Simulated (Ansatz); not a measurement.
Consider Cu₃O₂.

```
CELL_PARAMETERS angstrom
4.04596 0.00000 0.00000
0.00000 4.04596 0.00000
0.00000 0.00000 7.34723
ATOMIC_POSITIONS crystal
Cu 0.00000 0.00000 0.00000
Cu 0.50000 0.50000 0.50000
Cu 0.00000 0.50000 0.25000
Cu 0.50000 0.00000 0.75000
Cu 0.50000 0.00000 0.25000
Cu 0.00000 0.50000 0.75000
O 0.00000 0.50000 0.00000
O 0.50000 0.00000 0.50000
O 0.50000 0.00000 0.00000
O 0.00000 0.50000 0.50000
```

Space group I4/mmm; a structure from a database of computed crystals, not necessarily the ambient phase.

The calculation used Kohn-Sham DFT of a periodic cell, PBE, Ansatz PAW (Ansatz 0.2.0).

> Predict the valence pseudo-density and electron localisation function between the atoms.

Cu–O (2.02 Å): ρ at the midpoint is about 0.53 e/Å³; the ELF peaks at about 0.80 in the valence shell of O, 0.6 Å from its nucleus, and is about 0.20 at the midpoint (no localised pair shows between them).

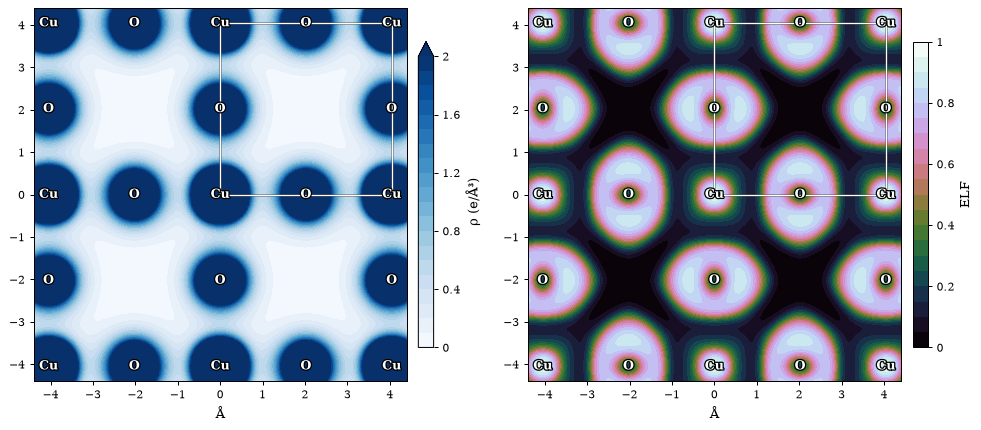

Computed valence pseudo-density and electron localisation function on the (001) plane of the conventional cell, in this order. 

In a PAW calculation such maps are meaningful between the atoms, not at the nuclei.
